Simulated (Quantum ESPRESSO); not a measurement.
**Energy of Ru along an even scaling of the cell**

System: Ru (P6₃/mmc, 2 atoms in the cell).
Method: Kohn-Sham DFT of a periodic cell, LDA, spin-orbit coupling, PseudoDojo 0.4 FR PBE standard, no spin polarisation (Quantum ESPRESSO 7.5).

The 7 runs differ only in the geometry, by an even scaling of the cell at fixed fractional positions. The structure derives from an entry of the Crystallography Open Database.

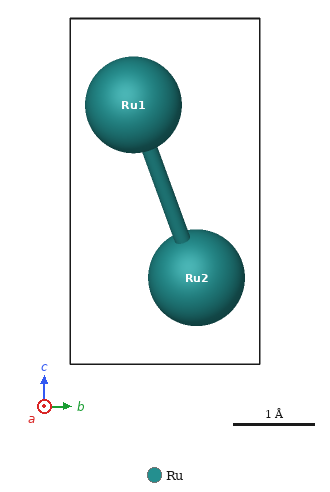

Figure 1. The structure of run 4 (ball-and-stick view of the cell of the calculation, along the a axis; atoms are numbered from 1 in the order of the input). An atom can appear more than once, as a periodic image.

**Input of run 4**
```
&CONTROL
  calculation = 'scf'
  prefix = 'pwscf'
  outdir = './tmp'
  pseudo_dir = './pseudo'
  tprnfor = .true.
  tstress = .true.
  disk_io = 'nowf'
/
&SYSTEM
  ibrav = 0
  nat = 2
  ntyp = 1
  ecutwfc = 84
  nbnd = 48
  input_dft = 'pz'
  occupations = 'smearing'
  smearing = 'fd'
  degauss = 0.00367493
  noncolin = .true.
  lspinorb = .true.
/
&ELECTRONS
  conv_thr = 4d-10
  electron_maxstep = 120
  mixing_beta = 0.5
/
ATOMIC_SPECIES
Ru   101.0700 Ru.upf
CELL_PARAMETERS angstrom
   2.7058000000    0.0000000000    0.0000000000
  -1.3529000000    2.3432915376    0.0000000000
   0.0000000000    0.0000000000    4.2819000000
ATOMIC_POSITIONS crystal
Ru     0.6666666667    0.3333333333    0.7500000000
Ru     0.3333333333    0.6666666667    0.2500000000
K_POINTS automatic
9 9 5 0 0 0
```

Command:
```bash
OMP_NUM_THREADS=1 pw.x -in pw.in > pw.out
```

Lattice vectors (Å) and fractional positions of run 4:
```
   2.705800    0.000000    0.000000
  -1.352900    2.343292    0.000000
   0.000000    0.000000    4.281900
Ru  0.666667  0.333333  0.750000
Ru  0.333333  0.666667  0.250000
```

Run 2 differs from it as follows:
```diff
-   2.7058000000    0.0000000000    0.0000000000
-  -1.3529000000    2.3432915376    0.0000000000
-   0.0000000000    0.0000000000    4.2819000000
+   2.6692306523    0.0000000000    0.0000000000
+  -1.3346153261    2.3116215535    0.0000000000
+   0.0000000000    0.0000000000    4.2240293924
```

**Results, with one run withheld**

```csv
run,volume per atom (Å³),"free energy per atom, from the lowest run given (meV)",pressure (GPa)
1,12.760,14.18,12.40
2,13.032,?,?
3,13.303,0.00,−3.65
4,13.575,11.78,−10.35
5,13.846,34.25,−16.29
6,14.118,66.18,−21.54
7,14.389,106.57,−26.19
```

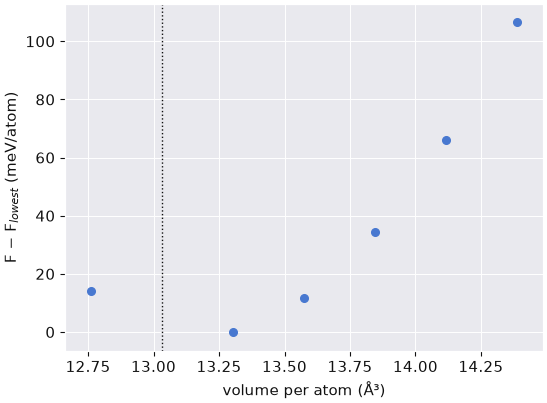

Figure 2. Free energy per atom of the runs given; the dotted line marks run 2.

Estimate the energy of run 2 from the others.

A cubic polynomial in V^(−2/3) (the Birch–Murnaghan form), fitted to the 6 runs given, misses them by at most 0.05 meV per atom. With x = V^(−2/3) − 0.17511 Å⁻², it reads F = 16.746 − 8660.8 x + 1.0219e+06 x² + 2.2084e+06 x³ (meV per atom). At run 2 it gives 0.30 meV per atom, and the run itself gives 0.30. The slope of the fit gives a pressure −dF/dV of 4.01 GPa there, and the run prints 3.89 GPa. The two needn't agree exactly: the fit is approximate, and the printed stress is taken on a finite basis. The fit has its minimum at 13.172 Å³ per atom, where V d²F/dV² gives 365 GPa. Cell shape and fractional positions are held, so this is the stiffness under even scaling; the relaxed bulk modulus wasn't computed.

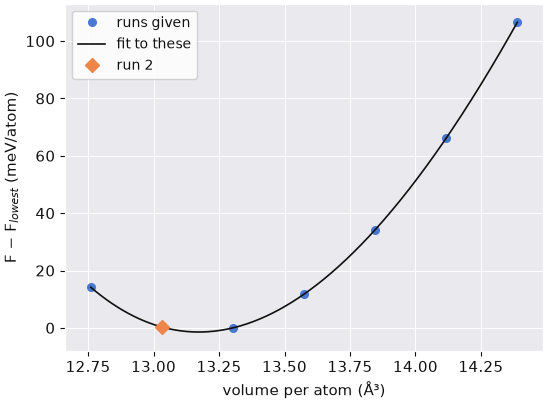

Figure 3. The fit and the withheld run.

**Some lines of the output (run 2)**
```
[...]
     unit-cell volume          =     175.8840 (a.u.)^3
     number of k points=    36  Fermi-Dirac smearing, width (Ry)=  0.0037
     total energy              =    -403.64539616 Ry
     total energy              =    -403.71851530 Ry
     total energy              =    -403.71878584 Ry
     total energy              =    -403.71885993 Ry
     total energy              =    -403.71886848 Ry
     total energy              =    -403.71886851 Ry
     total energy              =    -403.71886856 Ry
     the Fermi energy is    24.8015 ev
!    total energy              =    -403.71886856 Ry
     The total energy is F=E-TS. E is the sum of the following terms:
     Computing stress (Cartesian axis) and pressure
          total   stress  (Ry/bohr**3)                   (kbar)     P=       38.92
```

Notes: Further notes kept with the run: potentials made for another functional. Points of doubt noted for this run: potentials made for another functional.
